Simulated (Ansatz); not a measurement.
**Run report: InSb, single-point calculation**

InSb (slab, 12 atoms in the cell), computed with DFT PBE+D3(BJ), scalar-relativistic, plane waves, PAW, no spin polarisation (Ansatz 0.2.0).

The structure derives from an entry of the Crystallography Open Database. It belongs to a series of runs on one base structure; here: the slab at its places in the relaxed adsorbed structure. Figures and captions count atoms from 1; the log counts them from 0 in places.

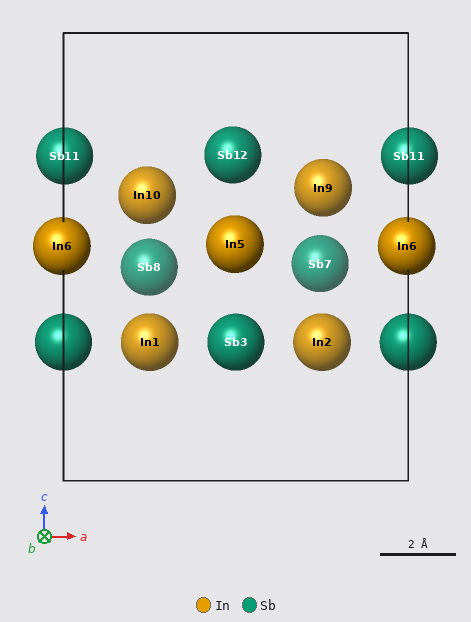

Fig. 1: The structure (spheres-only view of the cell of the calculation, with the vacuum cut short, along the b axis; atoms are numbered from 1 in the order of the input). An atom can appear more than once, as a periodic image.

Input
```yaml
crystal:
  lattice:
    - [9.2586444657, 0.0, 0.0]
    - [0.0, 6.5468502863, 0.0]
    - [0.0, 0.0, 24.0793222328]
  atoms:
    - { symbol: In, position: [0.25, 0.5, 0.3322352648] }
    - { symbol: In, position: [0.75, 0.5, 0.3322352648] }
    - { symbol: Sb, position: [0.5, 0.25, 0.3322352648] }
    - { symbol: Sb, position: [0.0, 0.25, 0.3322352648] }
    - { symbol: In, position: [0.4973644508, 0.0768546986, 0.4415087917] }
    - { symbol: In, position: [-0.0046144912, 0.0635447783, 0.4394377477] }
    - { symbol: Sb, position: [0.7445597277, 0.8142302293, 0.419815799] }
    - { symbol: Sb, position: [0.2488552316, 0.8227638206, 0.4158367608] }
    - { symbol: In, position: [0.7531178987, 0.5041027893, 0.5044148023] }
    - { symbol: In, position: [0.24289086, 0.5037494713, 0.4961131422] }
    - { symbol: Sb, position: [0.003571888, 0.2853901937, 0.5398546463] }
    - { symbol: Sb, position: [0.4912070812, 0.3125635437, 0.5410418824] }
basis:
  ecutwfc: 420
kpoints:
  mp_grid: { grid: [2, 3, 1] }
hamiltonian:
  xc: pbe
  dispersion: d3bj
scf:
  occupations: { method: gaussian, width: 0.1 }
output:
  forces: true
  eigenvalues: true
  write_density: true
  volumetric_format: npy
efield:
  axis: 3
  dipole_correction: true
  ramp_width: 0.04
```

Command:
```bash
ansatz run input.yaml --threads 4 --pin off --max-ram 10240MiB --backend cpu --events-out ev --progress --plain --runs-dir out
```

The program's output
```
Engine: ansatz 0.2.0, aarch64-unknown-linux-gnu
Pseudopotentials: kind: paw
Pseudopotential: In, paw, valence charge 13, recommended cutoff 420 eV (normal), In.paw.azcp
Pseudopotential: Sb, paw, valence charge 15, recommended cutoff 420 eV (normal), Sb.paw.azcp
Functional definition: PBE
  parameter kappa = 0.804
  parameter beta = 0.06672455060314922
  exchange = pbe_x(kappa = kappa, mu = beta*pi^2/3)
  correlation = pbe_c(beta = beta)
Crystal: 12 atoms, lattice volume = 1459.567 Å³
Basis set: ecut = 420 eV, 28463 PW (Γ), exchange–correlation on 128×90×324 points (8 copies of the dense FFT grid, shifted against one another)
Bands: 101, of which v1, the nominal top of the filled ones, is band 84 counted from 1 (83 counted from 0)
Symmetry: 1 space group operations
Space group: P1 (ITA 1), of the structure as read, at distance tolerance 1.1e-4 Å
k-points: 4 of 6 (time reversal used)
Non-local potential: In, projectors of the file, l = 0: 2, l = 1: 2, l = 2: 2, l = 3: 2
Non-local potential: Sb, projectors of the file, l = 0: 2, l = 1: 2, l = 2: 2, l = 3: 2
PAW form: soft (Blöchl's): semilocal exchange-correlation on the pseudo side does not see the compensation charge
PAW one-centre angular grid: In, 590 points (default); XC on 64 Gauss nodes
PAW one-centre angular grid: Sb, 590 points (default); XC on 64 Gauss nodes
Initial density: superposition of atomic densities (neutral atoms: chi_scale 0, normalization atom), corrected by the library's trained network
Initial wavefunctions: pseudopotential atomic-orbital guess
Functional: x = pbe(κ = 0.804, μ = 0.2195149727645171), c = pbe(β = 0.06672455060314922)
SCF iter   1: F=—  HF=-72494.368183 eV  |F-HF|=—  |Δ(HF+E_count)|=         —  Δρ=1.37e-3  dr2=1.20e-1  ethr=1.77e-3  p=-0.097 e·Å  D=-1.21e-2 V/Å  ΔV_dip=0.29 eV  dr2_dipole=3.38e-3  V_vac-E_F(+/−)=4.52/4.23 eV  ⟨swp⟩=7.2  Hψ=1669  notcnv=0  defer=1
efield: sawtooth ramp at fractional position 0.9166 (placed from the atoms, in the widest stretch of the axis that holds none; the zero of the levels goes with the place), width 0.0400; the density the first Hamiltonian is built on has a dipole p = -0.097 e·Å; the dipole correction subtracts the counter field D = -1.21e-2 V/Å, which shifts the + side's vacuum level by +0.29 eV against the − side's; the planar-averaged density in the ramp window peaks in size at 6.4e-7 e/Å³
preconditioner: auto → LDOS  [insulator: Δε(μ)=0.193 eV  Ē_g=12.535 eV  σ=0.100 eV  W_gap=0.82  n_scr=160 (ndim 8)  ℏωp=10.1 eV  f_vac=0.665  D(μ)=2.07/eV (n_scr^D=2)  ε∞_Penn≈1.6  β→1.0]
SCF iter   2: F=—  HF=-72494.362810 eV  |F-HF|=—  |Δ(HF+E_count)|=   5.37e-3  Δρ=1.28e-3  dr2=8.22e-2  ethr=7.14e-5  p=-0.040 e·Å  D=-4.96e-3 V/Å  ΔV_dip=0.12 eV  dr2_dipole=1.85e-3  V_vac-E_F(+/−)=4.48/4.36 eV  ⟨swp⟩=2.8  Hψ=783  notcnv=0  defer=35
SCF iter   3: F=—  HF=-72494.344334 eV  |F-HF|=—  |Δ(HF+E_count)|=   1.85e-2  Δρ=3.05e-4  dr2=3.35e-3  ethr=4.90e-5  p=-0.056 e·Å  D=-6.96e-3 V/Å  ΔV_dip=0.17 eV  dr2_dipole=3.57e-5  V_vac-E_F(+/−)=4.45/4.28 eV  ⟨swp⟩=2.0  Hψ=637  notcnv=0  defer=35
SCF iter   4: F=—  HF=-72494.344067 eV  |F-HF|=—  |Δ(HF+E_count)|=   2.68e-4  Δρ=1.13e-4  dr2=4.87e-4  ethr=1.99e-6  p=-0.059 e·Å  D=-7.34e-3 V/Å  ΔV_dip=0.18 eV  dr2_dipole=1.05e-5  V_vac-E_F(+/−)=4.46/4.29 eV  ⟨swp⟩=2.0  Hψ=642  notcnv=0  defer=35
SCF iter   5: F=—  HF=-72494.344014 eV  |F-HF|=—  |Δ(HF+E_count)|=   5.31e-5  Δρ=3.27e-5  dr2=3.01e-5  ethr=2.90e-7  p=-0.057 e·Å  D=-7.09e-3 V/Å  ΔV_dip=0.17 eV  dr2_dipole=2.97e-6  V_vac-E_F(+/−)=4.45/4.28 eV  ⟨swp⟩=2.0  Hψ=585  notcnv=0  defer=35
SCF iter   6: F=—  HF=-72494.344231 eV  |F-HF|=—  |Δ(HF+E_count)|=   2.17e-4  Δρ=1.25e-5  dr2=4.46e-6  ethr=1.79e-8  p=-0.058 e·Å  D=-7.19e-3 V/Å  ΔV_dip=0.17 eV  dr2_dipole=8.53e-8  V_vac-E_F(+/−)=4.45/4.28 eV  ⟨swp⟩=2.0  Hψ=674  notcnv=0  defer=33
SCF iter   7: F=—  HF=-72494.344234 eV  |F-HF|=—  |Δ(HF+E_count)|=   2.94e-6  Δρ=3.58e-6  dr2=3.45e-7  ethr=2.66e-9  p=-0.058 e·Å  D=-7.17e-3 V/Å  ΔV_dip=0.17 eV  dr2_dipole=4.24e-8  V_vac-E_F(+/−)=4.45/4.28 eV  ⟨swp⟩=2.0  Hψ=626  notcnv=0  defer=33
SCF iter   8: F=-72494.344234 eV  HF=-72494.344234 eV  |F-HF|=6.26e-8  |Δ(HF+E_count)|=   4.79e-7  Δρ=1.38e-6  dr2=4.83e-8  ethr=5.95e-11  p=-0.058 e·Å  D=-7.18e-3 V/Å  ΔV_dip=0.17 eV  dr2_dipole=8.35e-10  V_vac-E_F(+/−)=4.45/4.28 eV  ⟨swp⟩=17.2  Hψ=2239  notcnv=0
SCF 1 converged in 8 iterations: F = -72494.344234 eV  dr2 = 4.83e-8
  greatest PAW one-centre occupation: 0.996 electrons in one spin orbital (limit 2), on the Sb atom at site 3 (counted from 0), in its partial waves of l = 2
```

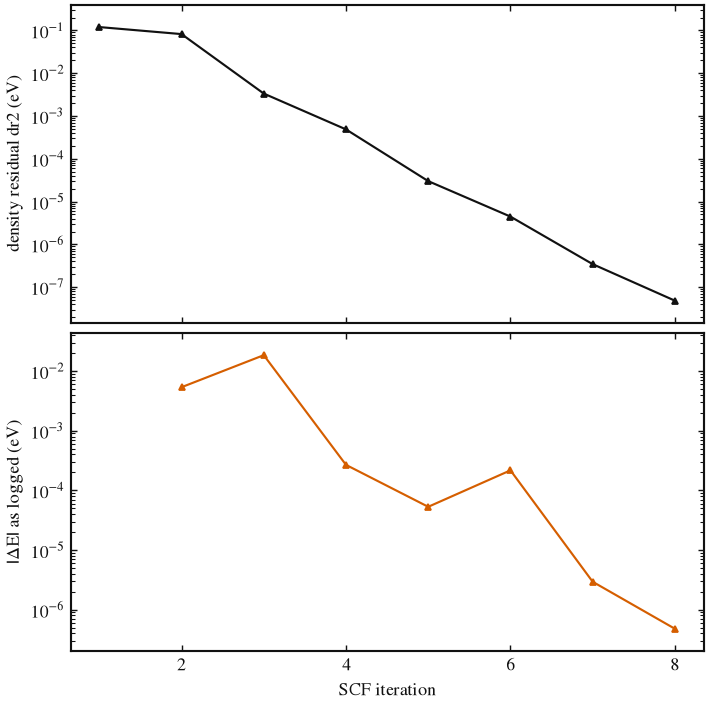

Fig. 2: Convergence of the self-consistent field: density residual dr2 and size of the energy change against the SCF iteration. The residual falls at every step.

```
SCF converged after 8 iterations
Free energy (F): -72494.344234 eV
Harris-Foulkes:  -72494.344234 eV  (|F-HF|=6.26e-8)
Internal energy: -72494.332646 eV  (E = F + TS)
E sigma→0 (E₀):  -72494.338440 eV
Entropy (-TS):   -0.011589 eV (-0.966 meV/atom)
Fermi energy:    -1.074494 eV
Dipole field:    D = -0.007197 V/Å  (p = -0.058055 e·Å, saw-weighted, corrected)
Work function:   Φ+ = 4.4547 eV   Φ− = 4.2814 eV
Levels:          The Fermi level and band energies are counted from a zero that moves with the ramp; work functions are not
--- Per-component energies (eV) ---
  E_band       = -2956.415276
  E_kinetic    = 2687.911501
  E_local      = -108316.719348  (includes V_loc(G=0)·N_el)
  E_nonlocal   = 4373.700780
  E_hartree    = 52121.824490
  E_xc         = -2116.335733
  E_vxc        = -1163.924206  (∫ρ·V_xc dr)
  E_paw        = -52377.013970  (= ΣΔE_a)
  E_vpaw       = -4780.747487  (= ΣTr[D̂ρ^β])
  E_aug_tail   = 0.000145  (compensation charges beyond the density's cutoff)
  E_efield     = 0.000209  (sawtooth field / dipole correction)
  E_vefield    = -0.266948  (∫n·V_field dr)
  E_ewald      = 31134.749924
  E_disp       = -2.450644  (pairwise vdW)
  E_smearing   = -0.011589  (= −TS)
  E_closure    = 0.000000  (closes the sum)
  Σ components = -72494.344234   (vs F -72494.344234, Δ=0.00e0)
--- Forces (eV/Å), atoms counted from 1 ---
  atom   1  In     0.00514232    -0.18462512     0.64945955
  atom   2  In    -0.00346363    -0.13898557     0.72489922
  atom   3  Sb    -0.00470862     0.12312053    -0.70582031
  atom   4  Sb    -0.00970758     0.17915531    -0.74972662
  atom   5  In     0.05127658     0.04391694     0.02141531
  atom   6  In    -0.04037843     0.05540929    -0.06420538
  atom   7  Sb     0.00355312    -0.00706315     0.02056058
  atom   8  Sb    -0.00355280     0.02328708     0.00474511
  atom   9  In    -0.10287207    -0.11845242    -0.20209197
  atom  10  In     0.03051304    -0.00400502    -0.01809972
  atom  11  Sb    -0.08757656     0.12252125     0.18955987
  atom  12  Sb     0.16177442    -0.09430024     0.12932233
  max |Σ_I F_I| component: 2.11e-5 eV/Å
--- Band table (eV) ---
  k-point 0: bands = ["-29.7466", "-29.7330", "-29.7215", "-29.7058", "-29.7011", "-29.6982", "-29.6936", "-29.6865", "-29.6721", "-29.6686", "-29.4359", "-29.4295", "-29.4012", "-29.3941", "-29.3871", "-29.3783", "-29.3739", "-29.3439", "-29.3430", "-29.3430", "-29.3375", "-29.3364", "-29.3345", "-29.3194", "-29.2567", "-29.2545", "-29.2420", "-29.2403", "-29.2176", "-29.2167", "-15.8422", "-15.8299", "-15.8052", "-15.7929", "-15.7808", "-15.7761", "-15.7609", "-15.7557", "-15.7513", "-15.7413", "-15.7304", "-15.7251", "-15.7082", "-15.6823", "-15.6702", "-15.6675", "-15.6633", "-15.6517", "-15.6420", "-15.6267", "-15.5726", "-15.5565", "-15.5433", "-15.5242", "-15.5227", "-15.5133", "-15.4973", "-15.4865", "-15.4809", "-15.4715", "-11.0859", "-10.1384", "-10.0890", "-9.7854", "-9.6092", "-9.4278", "-6.4462", "-6.3882", "-6.1449", "-6.0667", "-5.1185", "-4.2175", "-3.8194", "-3.2629", "-2.8684", "-2.7947", "-2.7854", "-2.6449", "-2.4458", "-2.2714", "-1.9068", "-1.8837", "-1.5669", "-1.1508", "-0.8128", "-0.6523", "-0.1969", "0.1334", "0.5621", "0.6801", "0.9304", "1.1694", "1.3795", "1.5325", "1.6492", "2.1262", "2.4531", "2.4759", "2.8751", "2.9935", "3.0512"]
  k-point 1: bands = ["-29.7466", "-29.7330", "-29.7215", "-29.7058", "-29.7011", "-29.6982", "-29.6936", "-29.6865", "-29.6721", "-29.6686", "-29.4359", "-29.4295", "-29.4012", "-29.3941", "-29.3871", "-29.3783", "-29.3739", "-29.3439", "-29.3431", "-29.3430", "-29.3375", "-29.3364", "-29.3345", "-29.3194", "-29.2567", "-29.2545", "-29.2420", "-29.2403", "-29.2176", "-29.2167", "-15.8435", "-15.8280", "-15.8050", "-15.7929", "-15.7810", "-15.7758", "-15.7610", "-15.7554", "-15.7517", "-15.7409", "-15.7300", "-15.7251", "-15.7074", "-15.6800", "-15.6696", "-15.6669", "-15.6628", "-15.6506", "-15.6420", "-15.6265", "-15.5747", "-15.5605", "-15.5442", "-15.5252", "-15.5243", "-15.5150", "-15.4973", "-15.4860", "-15.4807", "-15.4711", "-10.8236", "-10.1763", "-10.0282", "-10.0046", "-9.7486", "-9.4150", "-6.5441", "-6.3190", "-6.1995", "-6.0155", "-5.4613", "-4.5292", "-3.2862", "-3.1939", "-3.1843", "-2.8681", "-2.7587", "-2.4878", "-2.0903", "-1.9088", "-1.8724", "-1.7592", "-1.6627", "-1.5711", "-0.9701", "-0.5587", "0.0445", "0.3539", "0.5797", "0.7513", "1.0431", "1.1213", "1.4092", "1.5779", "1.9413", "2.4582", "2.8259", "2.8564", "3.0519", "3.0821", "3.3974"]
  k-point 2: bands = ["-29.7465", "-29.7330", "-29.7215", "-29.7058", "-29.7011", "-29.6982", "-29.6936", "-29.6865", "-29.6721", "-29.6686", "-29.4358", "-29.4295", "-29.4012", "-29.3941", "-29.3871", "-29.3783", "-29.3739", "-29.3439", "-29.3430", "-29.3429", "-29.3375", "-29.3365", "-29.3345", "-29.3194", "-29.2567", "-29.2545", "-29.2419", "-29.2403", "-29.2176", "-29.2168", "-15.8406", "-15.8312", "-15.8041", "-15.7930", "-15.7831", "-15.7767", "-15.7565", "-15.7551", "-15.7476", "-15.7358", "-15.7347", "-15.7329", "-15.7022", "-15.6868", "-15.6703", "-15.6679", "-15.6601", "-15.6515", "-15.6402", "-15.6340", "-15.5645", "-15.5618", "-15.5400", "-15.5303", "-15.5203", "-15.5151", "-15.4967", "-15.4860", "-15.4816", "-15.4723", "-10.7844", "-10.7117", "-9.8890", "-9.8172", "-9.5190", "-9.5095", "-6.5222", "-6.4818", "-5.6561", "-5.5891", "-4.7228", "-4.6645", "-3.8064", "-3.7283", "-3.1097", "-3.0524", "-2.7847", "-2.7610", "-2.7386", "-2.6881", "-2.0260", "-1.8891", "-1.7199", "-1.6804", "-0.4593", "-0.4231", "0.5231", "0.6197", "0.9015", "0.9442", "1.1852", "1.3022", "1.4400", "1.4789", "2.2106", "2.2909", "2.6156", "2.6532", "2.8083", "2.9187", "3.4569"]
  k-point 3: bands = ["-29.7466", "-29.7330", "-29.7215", "-29.7058", "-29.7011", "-29.6982", "-29.6936", "-29.6865", "-29.6721", "-29.6686", "-29.4358", "-29.4295", "-29.4012", "-29.3941", "-29.3871", "-29.3783", "-29.3739", "-29.3439", "-29.3431", "-29.3429", "-29.3375", "-29.3365", "-29.3345", "-29.3194", "-29.2567", "-29.2545", "-29.2419", "-29.2403", "-29.2176", "-29.2168", "-15.8405", "-15.8310", "-15.8040", "-15.7930", "-15.7832", "-15.7764", "-15.7565", "-15.7552", "-15.7475", "-15.7359", "-15.7344", "-15.7328", "-15.7013", "-15.6855", "-15.6692", "-15.6669", "-15.6580", "-15.6508", "-15.6402", "-15.6338", "-15.5669", "-15.5646", "-15.5418", "-15.5325", "-15.5216", "-15.5167", "-15.4966", "-15.4856", "-15.4814", "-15.4718", "-10.5507", "-10.4815", "-9.9693", "-9.8956", "-9.7663", "-9.7480", "-6.2024", "-6.1605", "-5.7518", "-5.6705", "-5.3134", "-5.2793", "-3.4520", "-3.4071", "-3.3772", "-3.3440", "-2.6777", "-2.6347", "-2.3795", "-2.3246", "-2.0703", "-2.0123", "-1.6239", "-1.5885", "-0.3551", "-0.3244", "0.4197", "0.4733", "0.8296", "0.9335", "1.3569", "1.4258", "2.0505", "2.0931", "2.5461", "2.5990", "2.7315", "2.8269", "2.9730", "3.0385", "3.3781"]
```

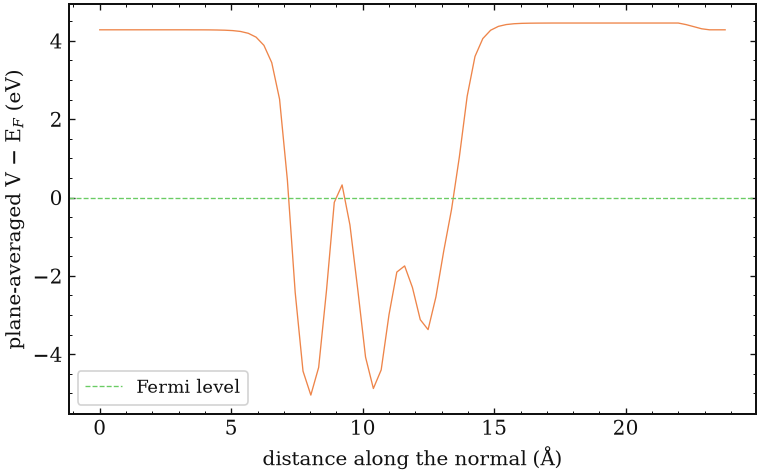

Fig. 3: Plane average of the electrostatic potential energy of an electron across the cell, from the Fermi level. The vacuum level lies 4.45 eV above the Fermi level on the upper side and 4.28 eV on the lower.

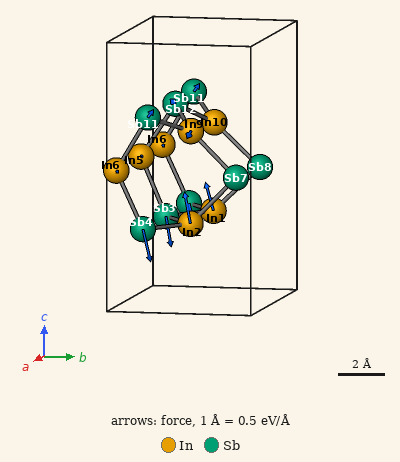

Fig. 4: Forces on the atoms as blue arrows (ball-and-stick view of the cell of the calculation, with the vacuum cut short, seen slightly off an axis; atoms are numbered from 1 in the order of the input); the smallest are left out. The largest act on Sb4 (0.77 eV/Å); In2 (0.74 eV/Å); Sb3 (0.72 eV/Å); In1 (0.68 eV/Å), among others. The geometry is not a stationary point of this energy.

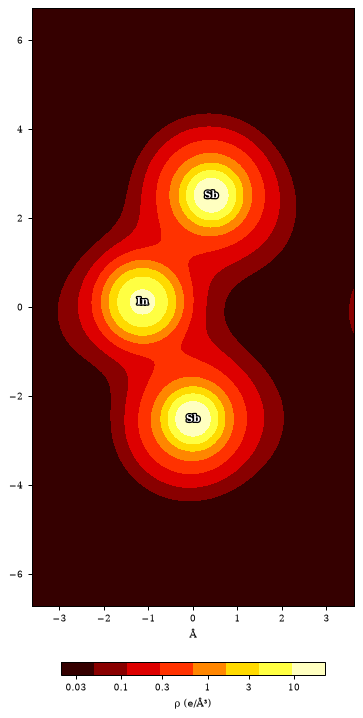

Fig. 5: Valence electron density on the (100) plane of the calculation cell, a cut from vacuum to vacuum. The section cuts through Sb and In sites. In–Sb (2.85 Å): the density is about 0.33 e/Å³ at the midpoint. In–Sb (2.87 Å): ρ is about 0.32 e/Å³ halfway. The density dies away to nearly zero in the vacuum. In a PAW calculation such maps are meaningful between the atoms, not at the nuclei.

Summary

```tsv
quantity	value
outcome	converged
electrons treated	168
free energy	−72494.3442 eV
work function, top face	4.45 eV
work function, bottom face	4.28 eV
Fermi energy	−1.074 eV
gap on the k-point mesh	0.18 eV
work function (upper face)	4.45 eV
largest force (length of the vector)	0.771 eV/Å
hardware	4 threads of Arm Neoverse V2, 24 GiB of memory available, shared host
wall time	15 s (CPU time 45 s)
peak memory	2.5 GiB
```
